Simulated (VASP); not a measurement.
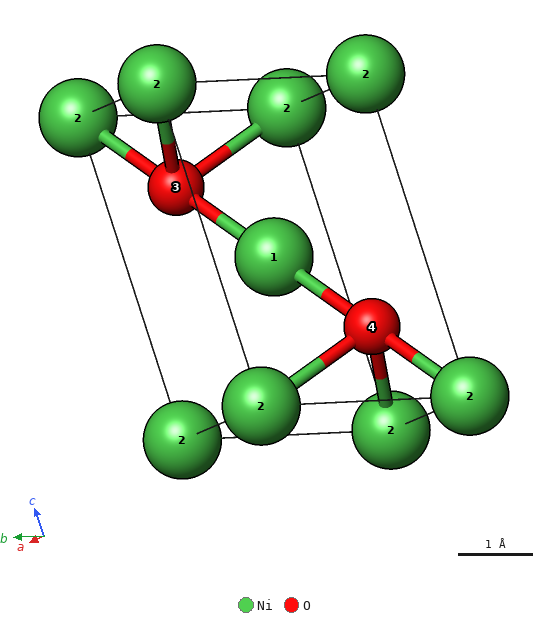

Figure 1. The input geometry (ball-and-stick view of the reduced cell, seen at an oblique angle; atoms are numbered from 1 in the order of the input). Near neighbours in the crystal (not all of them lie inside the picture): Ni has 6 O at 2.03 Å; O has 6 Ni at 2.03 Å.

# NiO: geometry relaxation (part 1 of 4)

NiO (R-3m, 4 atoms in the cell), computed with Kohn-Sham DFT of a periodic cell, PBE, VASP PAW PBE potentials, recommended, spin-polarised (VASP 6.6.1).

The structure was built on a prototype by a generator; it need not be a known phase.

### OSZICAR
```
N       E                     dE             d eps       ncg     rms          rms(c)
DAV:   1     0.260889131318E+03    0.26089E+03   -0.15832E+04   480   0.218E+03
DAV:   2     0.235764110447E+01   -0.25853E+03   -0.23973E+03   500   0.418E+02
DAV:   3    -0.264403275295E+02   -0.28798E+02   -0.27601E+02   520   0.161E+02
DAV:   4    -0.272878149922E+02   -0.84749E+00   -0.84487E+00   540   0.295E+01
DAV:   5    -0.273131784374E+02   -0.25363E-01   -0.25357E-01   592   0.468E+00    0.230E+01
RMM:   6    -0.239317952001E+02    0.33814E+01   -0.37077E+01   483   0.662E+01    0.251E+01
RMM:   7    -0.232531063631E+02    0.67869E+00   -0.84598E+00   485   0.358E+01    0.999E+00
RMM:   8    -0.232917687530E+02   -0.38662E-01   -0.65195E-01   489   0.458E+00    0.588E+00
RMM:   9    -0.232727548769E+02    0.19014E-01   -0.44961E-02   490   0.229E+00    0.211E+00
RMM:  10    -0.232740694244E+02   -0.13145E-02   -0.21586E-02   499   0.161E+00    0.289E-01
RMM:  11    -0.232738353383E+02    0.23409E-03   -0.45010E-03   540   0.521E-01    0.104E-01
RMM:  12    -0.232738669779E+02   -0.31640E-04   -0.69574E-04   516   0.269E-01    0.546E-02
RMM:  13    -0.232739119224E+02   -0.44944E-04   -0.20106E-04   530   0.142E-01    0.413E-02
RMM:  14    -0.232739179022E+02   -0.59798E-05   -0.73586E-05   576   0.696E-02    0.179E-02
RMM:  15    -0.232739188384E+02   -0.93622E-06   -0.15515E-05   537   0.335E-02    0.373E-03
RMM:  16    -0.232739192388E+02   -0.40037E-06   -0.33507E-06   537   0.133E-02    0.168E-03
RMM:  17    -0.232739192802E+02   -0.41428E-07   -0.40321E-07   332   0.509E-03
   1 F= -.23273919E+02 E0= -.23273919E+02  d E =-.232739E+02  mag=    -0.0000
       N       E                     dE             d eps       ncg     rms          rms(c)
DAV:   1    -0.317434356584E+02   -0.84695E+01   -0.17062E+02   584   0.199E+02    0.232E+01
RMM:   2    -0.254243610738E+02    0.63191E+01   -0.34997E+01   492   0.693E+01    0.200E+01
RMM:   3    -0.235235552874E+02    0.19008E+01   -0.96840E+00   490   0.290E+01    0.631E+00
RMM:   4    -0.234801387138E+02    0.43417E-01   -0.16415E+00   505   0.930E+00    0.422E+00
RMM:   5    -0.233934226836E+02    0.86716E-01   -0.11091E-01   495   0.324E+00    0.227E+00
RMM:   6    -0.233803018553E+02    0.13121E-01   -0.11798E-01   497   0.392E+00    0.108E+00
RMM:   7    -0.233657326512E+02    0.14569E-01   -0.18957E-02   511   0.119E+00    0.446E-01
RMM:   8    -0.233655764980E+02    0.15615E-03   -0.13253E-02   507   0.713E-01    0.251E-01
RMM:   9    -0.233663611018E+02   -0.78460E-03   -0.33146E-03   527   0.424E-01    0.198E-01
RMM:  10    -0.233657193936E+02    0.64171E-03   -0.12778E-03   484   0.372E-01    0.538E-02
RMM:  11    -0.233657499167E+02   -0.30523E-04   -0.55103E-04   506   0.167E-01    0.164E-02
RMM:  12    -0.233657551639E+02   -0.52472E-05   -0.64954E-05   515   0.769E-02    0.886E-03
RMM:  13    -0.233657562896E+02   -0.11257E-05   -0.18505E-05   543   0.263E-02    0.776E-03
RMM:  14    -0.233657553144E+02    0.97520E-06   -0.43058E-06   501   0.162E-02    0.316E-03
RMM:  15    -0.233657553497E+02   -0.35300E-07   -0.81398E-07   403   0.866E-03
   2 F= -.23365755E+02 E0= -.23365755E+02  d E =-.918361E-01  mag=     0.0000
       N       E                     dE             d eps       ncg     rms          rms(c)
DAV:   1    -0.251782564323E+02   -0.18125E+01   -0.32328E+01   568   0.820E+01    0.990E+00
RMM:   2    -0.236095424885E+02    0.15687E+01   -0.65936E+00   485   0.331E+01    0.655E+00
RMM:   3    -0.235786852757E+02    0.30857E-01   -0.23449E+00   486   0.142E+01    0.378E+00
RMM:   4    -0.235205645817E+02    0.58121E-01   -0.23576E-01   496   0.509E+00    0.152E+00
RMM:   5    -0.234986803916E+02    0.21884E-01   -0.49068E-02   489   0.176E+00    0.825E-01
RMM:   6    -0.234963316938E+02    0.23487E-02   -0.29597E-02   492   0.180E+00    0.431E-01
RMM:   7    -0.234937656960E+02    0.25660E-02   -0.38849E-03   504   0.583E-01    0.200E-01
RMM:   8    -0.234938752232E+02   -0.10953E-03   -0.30248E-03   516   0.345E-01    0.131E-01
RMM:   9    -0.234940082150E+02   -0.13299E-03   -0.61370E-04   548   0.161E-01    0.108E-01
RMM:  10    -0.234938285116E+02    0.17970E-03   -0.31698E-04   508   0.128E-01    0.273E-02
RMM:  11    -0.234938267220E+02    0.17896E-05   -0.84961E-05   522   0.806E-02    0.555E-03
RMM:  12    -0.234938281246E+02   -0.14026E-05   -0.15180E-05   553   0.291E-02    0.561E-03
RMM:  13    -0.234938280401E+02    0.84540E-07   -0.15459E-06   461   0.123E-02    0.218E-03
RMM:  14    -0.234938281362E+02   -0.96085E-07   -0.57932E-07   367   0.606E-03
   3 F= -.23493828E+02 E0= -.23493828E+02  d E =-.219909E+00  mag=     0.0000
       N       E                     dE             d eps       ncg     rms          rms(c)
DAV:   1    -0.234947932725E+02   -0.96523E-03   -0.19746E-02   616   0.205E+00    0.241E-01
RMM:   2    -0.234938784689E+02    0.91480E-03   -0.36454E-03   490   0.770E-01    0.168E-01
RMM:   3    -0.234938428500E+02    0.35619E-04   -0.13063E-03   490   0.323E-01    0.862E-02
RMM:   4    -0.234938140402E+02    0.28810E-04   -0.13275E-04   501   0.121E-01    0.383E-02
RMM:   5    -0.234938023305E+02    0.11710E-04   -0.26615E-05   495   0.423E-02    0.196E-02
RMM:   6    -0.234938014720E+02    0.85857E-06   -0.14784E-05   488   0.442E-02    0.107E-02
RMM:   7    -0.234937998628E+02    0.16091E-05   -0.21468E-06   470   0.140E-02    0.487E-03
RMM:   8    -0.234937998450E+02    0.17780E-07   -0.16550E-06   448   0.806E-03    0.268E-03
RMM:   9    -0.234937998252E+02    0.19811E-07   -0.49377E-07   337   0.506E-03
   4 F= -.23493800E+02 E0= -.23493800E+02  d E =-.219881E+00  mag=     0.0000
       N       E                     dE             d eps       ncg     rms          rms(c)
DAV:   1    -0.234938848436E+02   -0.84999E-04   -0.31555E-03   516   0.508E-01    0.627E-02
RMM:   2    -0.234938482652E+02    0.36578E-04   -0.41977E-05   480   0.838E-02    0.356E-02
RMM:   3    -0.234938335791E+02    0.14686E-04   -0.18593E-05   484   0.439E-02    0.140E-02
RMM:   4    -0.234938356657E+02   -0.20866E-05   -0.42236E-06   482   0.241E-02    0.527E-03
RMM:   5    -0.234938354778E+02    0.18785E-06   -0.10332E-06   403   0.970E-03    0.249E-03
RMM:   6    -0.234938354724E+02    0.54665E-08   -0.22175E-07   294   0.415E-03
   5 F= -.23493835E+02 E0= -.23493835E+02  d E =-.356472E-04  mag=     0.0000
       N       E                     dE             d eps       ncg     rms          rms(c)
DAV:   1    -0.234942157865E+02   -0.38031E-03   -0.22104E-02   512   0.134E+00    0.166E-01
RMM:   2    -0.234939601727E+02    0.25561E-03   -0.29079E-04   480   0.219E-01    0.942E-02
RMM:   3    -0.234938576481E+02    0.10252E-03   -0.12804E-04   483   0.116E-01    0.372E-02
RMM:   4    -0.234938720069E+02   -0.14359E-04   -0.31183E-05   484   0.650E-02    0.139E-02
RMM:   5    -0.234938707857E+02    0.12212E-05   -0.71499E-06   506   0.252E-02    0.657E-03
RMM:   6    -0.234938707326E+02    0.53166E-07   -0.15506E-06   405   0.103E-02    0.329E-03
RMM:   7    -0.234938707801E+02   -0.47531E-07   -0.35922E-07   318   0.506E-03
   6 F= -.23493871E+02 E0= -.23493871E+02  d E =-.709549E-04  mag=    -0.0000
       N       E                     dE             d eps       ncg     rms          rms(c)
DAV:   1    -0.234942096497E+02   -0.33892E-03   -0.60377E-03   608   0.114E+00    0.133E-01
RMM:   2    -0.234939291865E+02    0.28046E-03   -0.11164E-03   490   0.425E-01    0.933E-02
RMM:   3    -0.234939160824E+02    0.13104E-04   -0.39981E-04   490   0.179E-01    0.475E-02
RMM:   4    -0.234939073115E+02    0.87710E-05   -0.40627E-05   500   0.666E-02    0.212E-02
RMM:   5    -0.234939036243E+02    0.36872E-05   -0.82004E-06   496   0.234E-02    0.109E-02
RMM:   6    -0.234939032681E+02    0.35622E-06   -0.44947E-06   480   0.245E-02    0.592E-03
RMM:   7    -0.234939028075E+02    0.46058E-06   -0.61679E-07   404   0.753E-03    0.270E-03
RMM:   8    -0.234939028612E+02   -0.53717E-07   -0.49938E-07   348   0.459E-03
   7 F= -.23493903E+02 E0= -.23493903E+02  d E =-.320811E-04  mag=     0.0000
       N       E                     dE             d eps       ncg     rms          rms(c)
DAV:   1    -0.234939146042E+02   -0.11797E-04   -0.21730E-04   576   0.219E-01    0.253E-02
RMM:   2    -0.234939049194E+02    0.96847E-05   -0.41897E-05   490   0.821E-02    0.189E-02
RMM:   3    -0.234939039296E+02    0.98985E-06   -0.12817E-05   490   0.340E-02    0.838E-03
RMM:   4    -0.234939036671E+02    0.26246E-06   -0.13947E-06   477   0.116E-02    0.385E-03
RMM:   5    -0.234939035324E+02    0.13475E-06   -0.21546E-07   276   0.419E-03    0.209E-03
RMM:   6    -0.234939035061E+02    0.26248E-07   -0.14211E-07   253   0.422E-03
   8 F= -.23493904E+02 E0= -.23493904E+02  d E =-.327260E-04  mag=    -0.0000
```

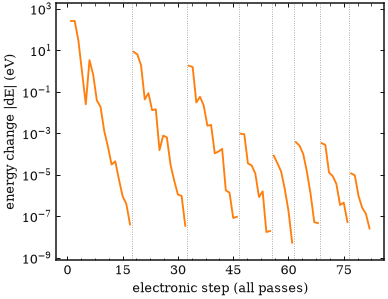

Figure 2. Convergence of the self-consistent field: energy change |dE| against the electronic step. Each stretch between dotted lines is the SCF of one geometry step of a relaxation. The 8 ionic steps take 6 to 17 electronic steps each. The density is held fixed in the first few steps, and dE rises again when its update begins.

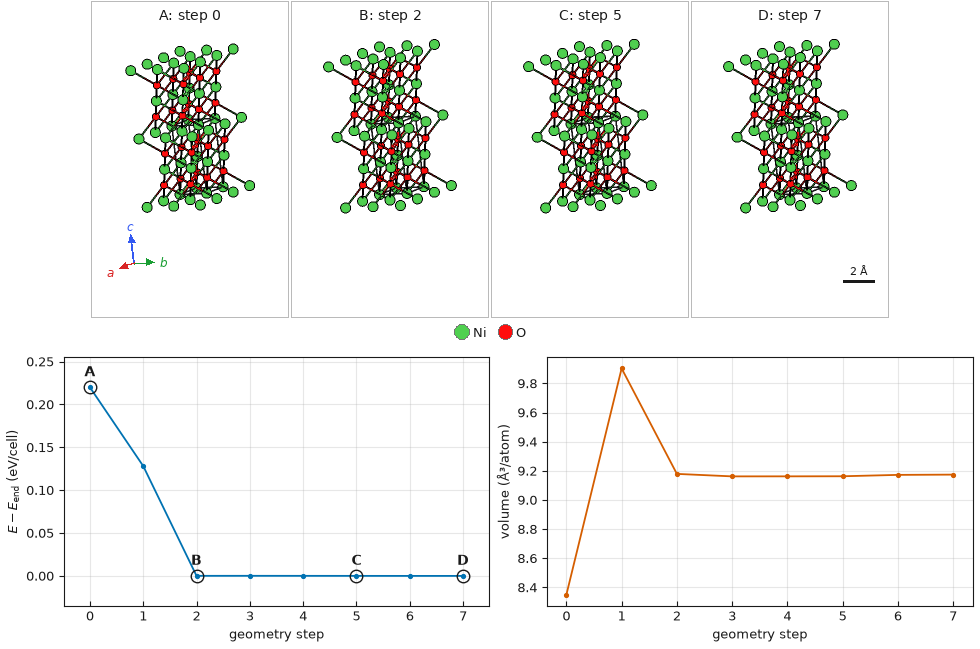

Figure 3. Frames of the relaxation (ball-and-stick view of the reduced cell, repeated 3 × 2 × 2, seen slightly off an axis) above the curves, on which the letters mark them (steps are counted from 0).

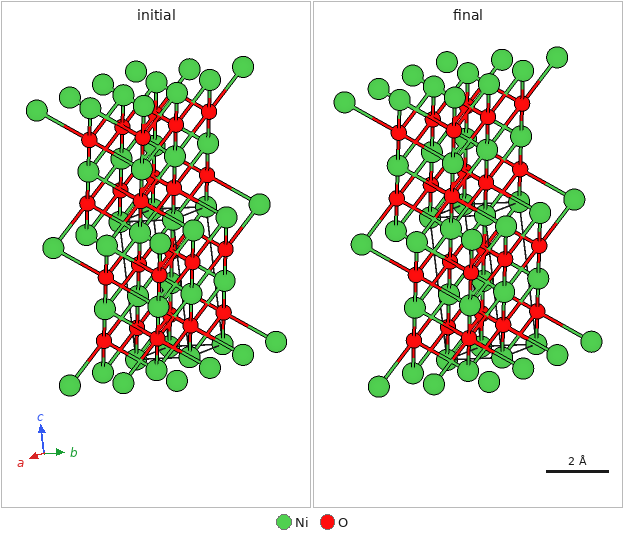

Figure 4. Before (left) and after (right) the relaxation, at one scale (ball-and-stick view of the reduced cell, repeated 3 × 2 × 2, seen slightly off an axis). No atom moves by more than 0.005 Å relative to the cell. The drawn cell changes as follows: a = b 2.876 → 2.965 Å (+3.1 %), c 4.949 → 5.116 Å (+3.4 %); the volume changes by +9.9 %. Among the contacts that change: Ni1–O3 2.029 → 2.093 Å. The space group stays R-3m (No. 166). The energy falls by 0.220 eV per cell of the calculation in 7 geometry steps. All forces vanish by symmetry, so only the cell relaxes. (Atoms are counted from 1 in the order of the input.)

### Parts of OUTCAR
```
SYSTEM = NiO
   PREC = Accurate
   ENCUT = 520
   EDIFF = 1E-7
   ISMEAR = 0
   LREAL = .False.
   LASPH = .True.
   NELM = 100
   ISIF = 3
   ISPIN = 2
   LORBIT = 11
   GGA = PE
   IBRION = 2
   NSW = 80
   EDIFFG = -0.002

 ion  position               nearest neighbor table
   1  0.500  0.500  0.500-   3 2.03   3 2.03   4 2.03   4 2.03   3 2.03   4 2.03   2 2.86   2 2.86
                             2 2.86   2 2.86   2 2.86   2 2.86
   2  0.000  0.000  0.000-   4 2.03   4 2.03   3 2.03   3 2.03   4 2.03   3 2.03   1 2.86   1 2.86
                             1 2.86   1 2.86   1 2.86   1 2.86
   3  0.250  0.250  0.250-   2 2.03   2 2.03   1 2.03   1 2.03   2 2.03   1 2.03
   4  0.750  0.750  0.750-   1 2.03   1 2.03   2 2.03   2 2.03   1 2.03   2 2.03

  LATTYP: Found a trigonal (rhomboedric) cell.
 ALAT       =     4.9485643701
 COS(alpha) =     0.8310827109

  Lattice vectors:

 A1 = (   0.0000000000,   1.6606214600,   4.6616119200)
 A2 = (  -1.4381403700,  -0.8303107300,   4.6616119200)
 A3 = (   1.4381403700,  -0.8303107300,   4.6616119200)

Analysis of symmetry for initial positions (statically):
=====================================================================
 Subroutine PRICEL returns following result:

  LATTYP: Found a trigonal (rhomboedric) cell.
 ALAT       =     2.8618735219
 COS(alpha) =     0.4949531372

  Lattice vectors:

 A1 = (  -1.4381403700,   0.8303107300,   2.3308059600)
 A2 = (   0.0000000000,  -1.6606214600,   2.3308059600)
 A3 = (   1.4381403700,   0.8303107300,   2.3308059600)

   2 primitive cells build up your supercell.

 Routine SETGRP: Setting up the symmetry group for a
 trigonal (rhombohedral) supercell.

 Subroutine GETGRP returns: Found 12 space group operations
 (whereof 12 operations were pure point group operations)
 out of a pool of 12 trial point group operations.

The static configuration has the point symmetry D_3d.

Analysis of symmetry for dynamics (positions and initial velocities):
=====================================================================
 Subroutine PRICEL returns following result:

  LATTYP: Found a trigonal (rhomboedric) cell.
 ALAT       =     2.8618735219
 COS(alpha) =     0.4949531372

  Lattice vectors:

 A1 = (  -1.4381403700,   0.8303107300,   2.3308059600)
 A2 = (   0.0000000000,  -1.6606214600,   2.3308059600)
 A3 = (   1.4381403700,   0.8303107300,   2.3308059600)

   2 primitive cells build up your supercell.

 Routine SETGRP: Setting up the symmetry group for a
 trigonal (rhombohedral) supercell.

 Subroutine GETGRP returns: Found 12 space group operations
 (whereof 12 operations were pure point group operations)
 out of a pool of 12 trial point group operations.

The dynamic configuration has the point symmetry D_3d.

Analysis of structural, dynamic, and magnetic symmetry:
=====================================================================
 Subroutine PRICEL returns following result:

  LATTYP: Found a trigonal (rhomboedric) cell.
 ALAT       =     2.8618735219
 COS(alpha) =     0.4949531372

  Lattice vectors:

 A1 = (  -1.4381403700,   0.8303107300,   2.3308059600)
 A2 = (   0.0000000000,  -1.6606214600,   2.3308059600)
 A3 = (   1.4381403700,   0.8303107300,   2.3308059600)

   2 primitive cells build up your supercell.

 Routine SETGRP: Setting up the symmetry group for a
 trigonal (rhombohedral) supercell.

 Subroutine GETGRP returns: Found 12 space group operations
 (whereof 12 operations were pure point group operations)
 out of a pool of 12 trial point group operations.

The overall configuration has the point symmetry D_3d.

 Subroutine INISYM returns: Found 12 space group operations
 (whereof 12 operations are pure point group operations),
 and found     2 'primitive' translations

----------------------------------------------------------------------------------------

                                     Primitive cell

  volume of cell :      16.6993

  direct lattice vectors                    reciprocal lattice vectors
    -1.438140370  0.830310730  2.330805960    -0.347671208  0.200728066  0.143012048
     0.000000000 -1.660621460  2.330805960     0.000000000 -0.401456131  0.143012048
     1.438140370  0.830310730  2.330805960     0.347671208  0.200728066  0.143012048

  length of vectors
     2.861873522  2.861873522  2.861873522     0.426168360  0.426168360  0.426168360

  position of ions in fractional coordinates (direct lattice)
     1.000000000  0.000000000  1.000000000
     0.500000000  0.500000000  0.500000000

  ion indices of the primitive-cell ions
   primitive index   ion index
                 1           1
                 2           3

----------------------------------------------------------------------------------------

 KPOINTS: regular mesh

Automatic generation of k-mesh.
 Grid dimensions read from file:
 generate k-points for:    3    3    3

 Generating k-lattice:

  Cartesian coordinates                     Fractional coordinates (reciprocal lattice)
     0.000000000  0.133818710  0.023835341     0.333333333  0.000000000  0.000000000
    -0.115890403 -0.066909355  0.023835341     0.000000000  0.333333333  0.000000000
     0.115890403 -0.066909355  0.023835341     0.000000000  0.000000000  0.333333333

  Length of vectors
     0.135924872  0.135924872  0.135924872

  Shift w.r.t. Gamma in fractional coordinates (k-lattice)
     0.000000000  0.000000000  0.000000000

 Subroutine IBZKPT returns following result:
 ===========================================

 Found      6 irreducible k-points:

 Following reciprocal coordinates:
            Coordinates               Weight
  0.000000  0.000000  0.000000      1.000000
  0.333333  0.000000  0.000000      6.000000
  0.333333  0.333333  0.000000      6.000000
 -0.333333  0.333333  0.000000      6.000000
  0.333333  0.333333  0.333333      2.000000
 -0.333333  0.333333  0.333333      6.000000
```
